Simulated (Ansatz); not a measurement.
# LiNbO₃: what the fields show

The calculation's input:

```
crystal:
  lattice:
    - [3.9560242286, 0.0, 0.0]
    - [0.0, 3.9560242286, 0.0]
    - [0.0, 0.0, 3.9560242286]
  atoms:
    - { symbol: Li, position: [0.0, 0.0, 0.0] }
    - { symbol: Nb, position: [0.5, 0.5, 0.5] }
    - { symbol: O, position: [0.5, 0.5, 0.0] }
    - { symbol: O, position: [0.5, 0.0, 0.5] }
    - { symbol: O, position: [0.0, 0.5, 0.5] }
kpoints:
  mp_grid: { grid: [6, 6, 6] }
hamiltonian:
  xc: pbesol
scf:
  occupations: { method: fermi_dirac, width: 0.02 }
relax:
  f_tol: 0.005
  cell: {}
output:
  write_density: true
  write_potential: true
  elf: true
  volumetric_format: npy
```

Command:

```sh
ansatz run input.yaml --threads 2 --pin off --max-ram 29491MiB --backend cpu --events-out ev --progress --plain --runs-dir out
```

Below, planes, directions and counts refer to the conventional cell (a = 3.93 Å, b = 3.93 Å, c = 3.93 Å, α = 90.00°, β = 90.00°, γ = 90.00°).

The fields are those of the relaxed geometry.

Space group Pm-3m; started from the cubic perovskite prototype, which need not be the ambient phase.

Computed with DFT, PBEsol, plane waves, PAW in Ansatz 0.2.0.

In a PAW calculation such maps are meaningful between the atoms, not at the nuclei.

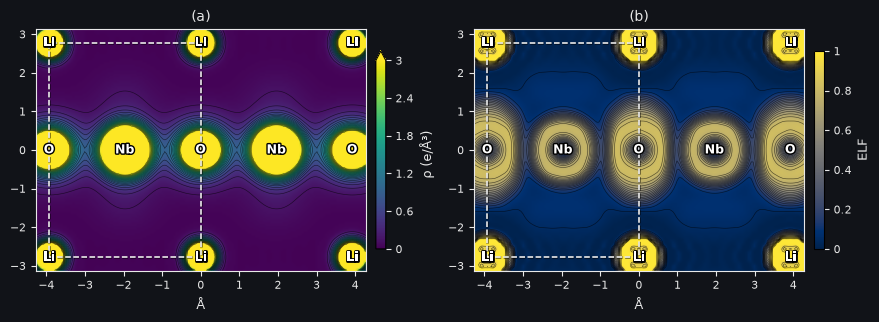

Figure 1. (a) valence electron density; (b) ELF on the (011) plane of the conventional cell.

Question: Read the bonding off the picture.

Answer: The plane passes through Li, Nb and O nuclei.
Nb–O (1.96 Å): the density is about 0.94 e/Å³ at the midpoint; the ELF peaks at about 0.85 in the valence shell of O, 0.6 Å from its nucleus, and drops to about 0.25 between the two atoms: no localised pair shows between them.
Li–O (2.78 Å): the density is about 0.07 e/Å³ at the midpoint, with its minimum of 0.03 e/Å³ about 1.0 Å from Li; the ELF is about 0.20 at the midpoint and 0 at its lowest between the atoms: no localised pair shows between them.
Between the atoms the lowest density in this plane is 0.02 e/Å³.
The features right at Li and Nb lie inside the PAW spheres, where the map follows smoothed inner orbitals and isn't to be read closely.

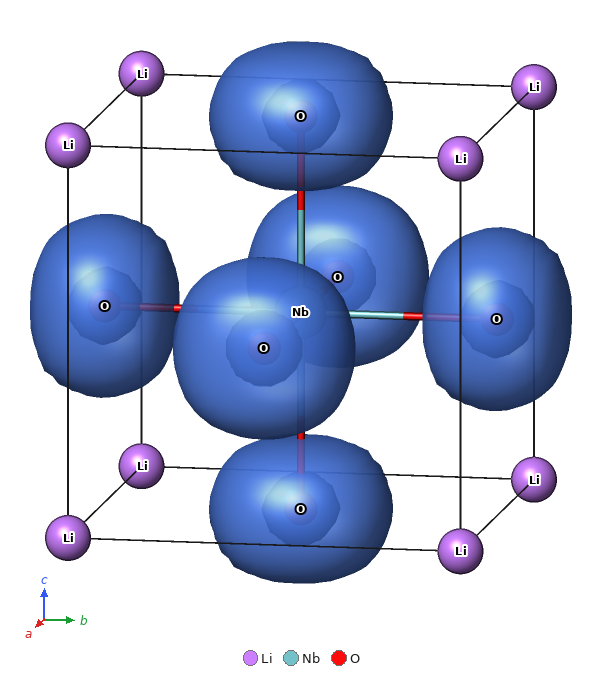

Figure 2. Isosurface of the ELF at 0.7 (blue), seen slightly off an axis. Core shells and regions of very low density are left out. Sticks mark near contacts.

Question: Describe the localisation domains.

Answer: The ELF exceeds this value in three regions wrapped around O (the valence shell of each), counted in one cell of 5 atoms. Regions shared between cells count once.

Question: Does the calculation give a band gap?

Answer: It is gapped, with a Kohn–Sham gap of 1.7 eV on the k-point mesh, an upper bound to the gap of this method.
